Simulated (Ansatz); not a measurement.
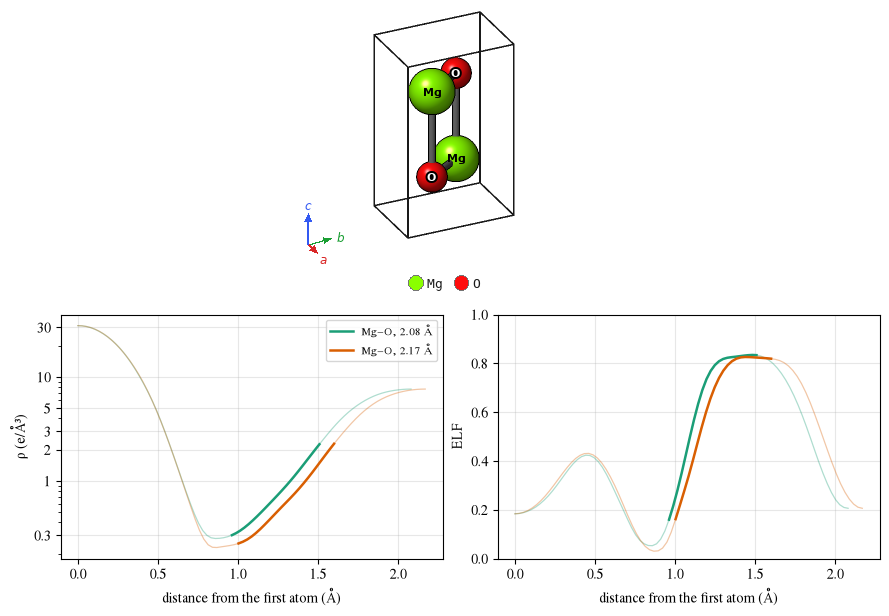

Figure. MgO. Valence electron density and electron localisation function along straight lines between neighbouring atoms. Thin, pale parts lie inside the atomic spheres. The structure is drawn too.

Space group P6₃/mmc; a structure from a database of computed crystals, not necessarily the ambient phase; computed pressure about −7 GPa in this cell.

All numbers below come from Ansatz 0.2.0, DFT PBE, scalar-relativistic, plane waves, PAW.

Core electrons are frozen (PAW), and the valence fields are smoothed inside the atomic spheres.

### Compare the contacts.

Mg–O (2.08 Å): ρ is about 0.36 e/Å³ halfway; the ELF peaks at about 0.85 in the valence shell of O, 0.6 Å from its nucleus, and is about 0.35 at the midpoint: an ionic contact with no shared pair.
Mg–O (2.17 Å): ρ at the midpoint is about 0.29 e/Å³; the ELF peaks at about 0.85 in the valence shell of O, 0.7 Å from its nucleus, and is about 0.35 at the midpoint; a closed-shell, largely ionic contact.
